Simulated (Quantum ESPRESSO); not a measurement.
## Single-point calculation, with input and output: Rh

Rh (Fm-3m, 1 atom in the cell), computed with Kohn-Sham DFT of a periodic cell, r2SCAN, SG15 PBE 1.2, no spin polarisation (Quantum ESPRESSO 7.5).

The structure derives from an entry of the Crystallography Open Database.

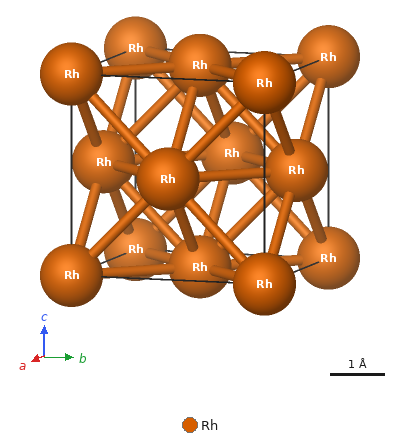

**Figure 1.** The structure as given in the input (ball-and-stick view of the cell 4 times as large as that of the calculation, set on its symmetry axes, seen slightly off an axis).

## Results in brief

| quantity | value |
| --- | --- |
| outcome | converged |
| space group (tolerance 0.01 Å) | Fm-3m (225) |
| electrons treated | 17 |
| free energy | −2953.6191 eV |
| Fermi energy | 23.164 eV |
| gap on the k-point mesh | none (metallic) |
| pressure | −0.98 GPa |
| largest force (length of the vector) | under 0.001 eV/Å |
| hardware | 2 threads of Arm Neoverse V1, 24 GiB of memory available, shared host |
| wall time | 98 s (CPU time 3.3 min) |
| peak memory | 0.18 GiB |

Further notes kept with the run: potentials made for another functional. Points of doubt noted for this run: coarse mesh; potentials made for another functional.

## The input
```
&CONTROL
  calculation = 'scf'
  prefix = 'pwscf'
  outdir = './tmp'
  pseudo_dir = './pseudo'
  tprnfor = .true.
  tstress = .true.
  disk_io = 'nowf'
/
&SYSTEM
  ibrav = 0
  nat = 1
  ntyp = 1
  ecutwfc = 70
  nbnd = 15
  input_dft = 'r2scan'
  occupations = 'smearing'
  smearing = 'fd'
  degauss = 0.00367493
  nosym = .true.
  nr1 = 32
  nr2 = 32
  nr3 = 32
/
&ELECTRONS
  conv_thr = 1d-08
  electron_maxstep = 120
  mixing_beta = 0.5
/
ATOMIC_SPECIES
Rh   102.9055 Rh_ONCV_PBE-1.2.upf
CELL_PARAMETERS angstrom
   0.0000000000    1.8978500000    1.8978500000
   1.8978500000    0.0000000000    1.8978500000
   1.8978500000    1.8978500000    0.0000000000
ATOMIC_POSITIONS crystal
Rh     0.0000000000    0.0000000000    0.0000000000
K_POINTS automatic
9 9 9 0 0 0
```

Launched with:
```bash
OMP_NUM_THREADS=1 mpirun -n 2 pw.x -nk 2 -in pw.in > pw.out
```

## Log
```
This program is part of the open-source Quantum ESPRESSO suite
     for quantum simulation of materials; please cite
         "P. Giannozzi et al., J. Phys.:Condens. Matter 21 395502 (2009);
         "P. Giannozzi et al., J. Phys.:Condens. Matter 29 465901 (2017);
         "P. Giannozzi et al., J. Chem. Phys. 152 154105 (2020);
          URL
     in publications or presentations arising from this work. More details at

     IMPORTANT: XC functional enforced from input :
     Exchange-correlation= R2SCAN
                           (   0   0   0   0   0 497 498)
     Any further DFT definition will be discarded
     Please, verify this is what you really want

     K-points division:     npool     =       2
     Subspace diagonalization in iterative solution of the eigenvalue problem:
     a serial algorithm will be used

     G-vector sticks info
     --------------------
     sticks:   dense  smooth     PW     G-vecs:    dense   smooth      PW
     Sum         499     499    163                 7391     7391    1411

     Using Slab Decomposition

     bravais-lattice index     =            0
     lattice parameter (alat)  =       5.0720  a.u.
     unit-cell volume          =      92.2597 (a.u.)^3
     number of atoms/cell      =            1
     number of atomic types    =            1
     number of electrons       =        17.00
     number of Kohn-Sham states=           15
     kinetic-energy cutoff     =      70.0000  Ry
     charge density cutoff     =     280.0000  Ry
     scf convergence threshold =      1.0E-08
     mixing beta               =       0.5000
     number of iterations used =            8  plain     mixing
     Exchange-correlation= R2SCAN
                           (   0   0   0   0   0 497 498)

     celldm(1)=   5.071959  celldm(2)=   0.000000  celldm(3)=   0.000000
     celldm(4)=   0.000000  celldm(5)=   0.000000  celldm(6)=   0.000000

     crystal axes: (cart. coord. in units of alat)
               a(1) = (   0.000000   0.707107   0.707107 )
               a(2) = (   0.707107   0.000000   0.707107 )
               a(3) = (   0.707107   0.707107   0.000000 )

     reciprocal axes: (cart. coord. in units 2 pi/alat)
               b(1) = ( -0.707107  0.707107  0.707107 )
               b(2) = (  0.707107 -0.707107  0.707107 )
               b(3) = (  0.707107  0.707107 -0.707107 )

     PseudoPot. # 1 for Rh read from file:
     Rh_ONCV_PBE-1.2.upf
     Pseudo is Norm-conserving, Zval = 17.0
     Generated using ONCVPSP code by D. R. Hamann
     Using radial grid of  602 points,  6 beta functions with:
                l(1) =   0
                l(2) =   0
                l(3) =   1
                l(4) =   1
                l(5) =   2
                l(6) =   2

     atomic species   valence    mass     pseudopotential
     Rh               17.00   102.90550     Rh( 1.00)

     No symmetry found

   Cartesian axes

     site n.     atom                  positions (alat units)
         1        Rh     tau(   1) = (   0.0000000   0.0000000   0.0000000  )

     number of k points=   365  Fermi-Dirac smearing, width (Ry)=  0.0037

     Number of k-points >= 100: set verbosity='high' to print them.

     Dense  grid:     7391 G-vectors     FFT dimensions: (  32,  32,  32)

     WARNING: libxc functional with ID  497 depends
      on external parameters: check the user_guide of
      QE if you need to modify them or to check their
      default values.

     WARNING: libxc functional with ID  498 depends
      on external parameters: check the user_guide of
      QE if you need to modify them or to check their
      default values.

     Initial potential from superposition of free atoms

     starting charge      16.9481, renormalised to      17.0000
     Starting wfcs are random

     Self-consistent Calculation

     iteration #  1     ecut=    70.00 Ry     beta= 0.50
     Davidson diagonalization with overlap
     ethr =  1.00E-02,  avg # of iterations =  7.5

     total energy              =    -217.04485663 Ry
     estimated scf accuracy    <      10.56810198 Ry

     iteration #  2     ecut=    70.00 Ry     beta= 0.50
     Davidson diagonalization with overlap
     ethr =  1.00E-02,  avg # of iterations =  1.0

     total energy              =    -217.08566541 Ry
     estimated scf accuracy    <       2.39391677 Ry

     iteration #  3     ecut=    70.00 Ry     beta= 0.50
     Davidson diagonalization with overlap
     ethr =  1.00E-02,  avg # of iterations =  1.0

     total energy              =    -217.08691610 Ry
     estimated scf accuracy    <       0.01474295 Ry

     iteration #  4     ecut=    70.00 Ry     beta= 0.50
     Davidson diagonalization with overlap
     ethr =  8.67E-05,  avg # of iterations =  1.8

     total energy              =    -217.08699525 Ry
     estimated scf accuracy    <       0.00015810 Ry

     iteration #  5     ecut=    70.00 Ry     beta= 0.50
     Davidson diagonalization with overlap
     ethr =  9.30E-07,  avg # of iterations =  3.7

     total energy              =    -217.08699972 Ry
     estimated scf accuracy    <       0.00000573 Ry

     iteration #  6     ecut=    70.00 Ry     beta= 0.50
     Davidson diagonalization with overlap
     ethr =  3.37E-08,  avg # of iterations =  1.8

     total energy              =    -217.08700007 Ry
     estimated scf accuracy    <       0.00000059 Ry

     iteration #  7     ecut=    70.00 Ry     beta= 0.50
     Davidson diagonalization with overlap
     ethr =  3.49E-09,  avg # of iterations =  1.2

     total energy              =    -217.08700010 Ry
     estimated scf accuracy    <       0.00000005 Ry

     iteration #  8     ecut=    70.00 Ry     beta= 0.50
     Davidson diagonalization with overlap
     ethr =  3.18E-10,  avg # of iterations =  1.3

     End of self-consistent calculation

     Number of k-points >= 100: set verbosity='high' to print the bands.

     the Fermi energy is    23.1641 ev

!    total energy              =    -217.08700010 Ry
     estimated scf accuracy    <          2.7E-09 Ry
     smearing contrib. (-TS)   =      -0.00074482 Ry
     internal energy E=F+TS    =    -217.08625528 Ry

     The total energy is F=E-TS. E is the sum of the following terms:
     one-electron contribution =     -44.47065877 Ry
     hartree contribution      =      34.09690137 Ry
     xc contribution           =     -21.98422441 Ry
     ewald contribution        =    -184.72827348 Ry

     convergence has been achieved in   8 iterations

     Forces acting on atoms (cartesian axes, Ry/au):

     atom    1 type  1   force =     0.00000000    0.00000000    0.00000000

     Total force =     0.000000     Total SCF correction =     0.000008

     Computing stress (Cartesian axis) and pressure

          total   stress  (Ry/bohr**3)                   (kbar)     P=       -9.84
  -0.00006690   0.00000000   0.00000000           -9.84        0.00        0.00
   0.00000000  -0.00006691  -0.00000001            0.00       -9.84       -0.00
   0.00000000  -0.00000001  -0.00006691            0.00       -0.00       -9.84

=------------------------------------------------------------------------------=
   JOB DONE.
=------------------------------------------------------------------------------=
```

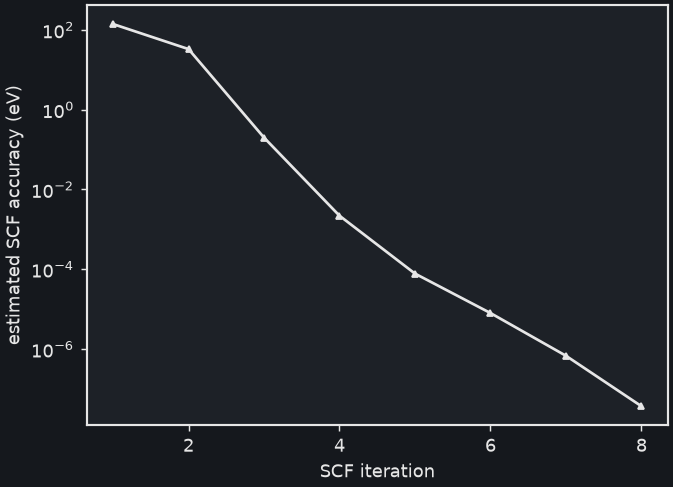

**Figure 2.** Convergence of the self-consistent field: estimated SCF accuracy against the iteration. The field takes 8 iterations in all.
